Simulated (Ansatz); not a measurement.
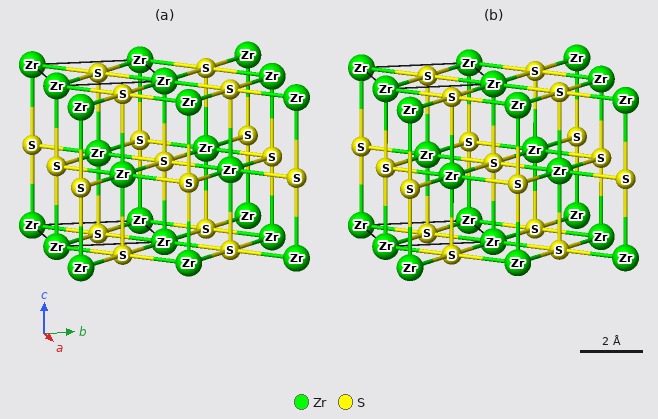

The structure of solid ZrS (set up in I4/mmm) before (left) and after (right) a relaxation, at one scale.

Style: ball-and-stick. Shown: the conventional cell (2 times the calculation's cell), repeated 2 × 2 × 1 with one cell outlined, slightly off an axis. Lengths and directions refer to the drawn axes.

Case: film's bulk on the substrate's plane, third vector and atoms relaxed.

The calculation used Ansatz 0.2.0, DFT r2SCAN, scalar-relativistic, plane waves, PAW.

Input file:
```yaml
crystal:
  lattice:
    - [3.6150163525, 0.0, 0.0]
    - [0.0, 3.6150163525, 0.0]
    - [1.8075081762, 1.8075081762, 2.6816157799]
  atoms:
    - { symbol: Zr, position: [0.0, 0.0, 0.0] }
    - { symbol: S, position: [0.5, 0.5, 0.0] }
basis:
  ecutwfc: 500
kpoints:
  mp_grid: { grid: [10, 10, 13] }
hamiltonian:
  xc: r2scan
scf:
  occupations: { method: gaussian, width: 0.1 }
output:
  forces: true
  stress: true
  eigenvalues: true
relax:
  adjacent_minimum: "off"
  f_tol: 0.01
  max_steps: 50
  cell: { fix: [a, b, gamma], stress_tol: 0.1 }
```

Run as
```bash
ansatz run input.yaml --threads 2 --pin off --max-ram 6144MiB --backend cpu --events-out ev --progress --plain --runs-dir out
```

What changed between the two?

Answer. The atoms keep their places relative to the cell (all moves are under 0.005 Å). The drawn cell changes as follows: a = b unchanged at 3.615 Å, c 5.363 → 5.261 Å (−1.9 %); the volume changes by −1.9 %. Near-neighbour distances that change, for instance: Zr1–S2 2.682 → 2.630 Å. The space group stays I4/mmm (No. 139). Over 3 accepted moves (4 points after the start) the energy falls by 5.7 meV per atom. All forces vanish by symmetry, so only the cell relaxes. The pressure goes from 3.31 to 5.83 GPa. The SCF was repeated once at an unchanged geometry on a basis and grid sized afresh for the cell, which shifted the energy by 0.1 meV per atom at most. The run took roughly 2.4 core-minutes on a shared host.
